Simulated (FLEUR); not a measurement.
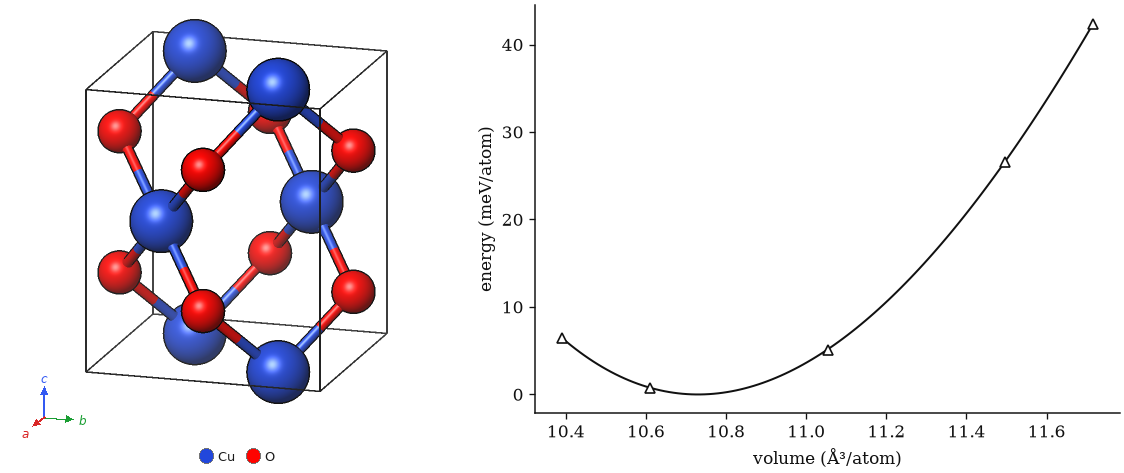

The plot gives the computed energy against volume for CuO, space group Cccm (No. 66). The conventional cell is drawn beside the plot.

Cell as given: a = 2.933 Å, b = 2.933 Å, c = 5.156 Å, α = 90.00°, β = 90.00°, γ = 94.49°; 4 atoms.

Method: all-electron LAPW DFT, no spin polarisation; energies at scaled volumes of the given cell, shape and fractions fixed, counted from the fit's minimum, third-order Birch-Murnaghan fit (FLEUR MaX-R8.1 (later development tree)). Level: r2SCAN.

k mesh 9×9×5; occupations Fermi–Dirac; smearing width 0.05 eV; potentials all electron; program settings basis FLAPW, kmax 5.21 1/bohr.

> Give the fitted equation-of-state parameters.

A third-order Birch–Murnaghan fit gives V0 = 10.73 Å³/atom, B0 = 180 GPa and B′ = 5.3.

Limits of the calculation: shape and atomic fractions are frozen while scaling, which makes layered, chain and framework solids too stiff.
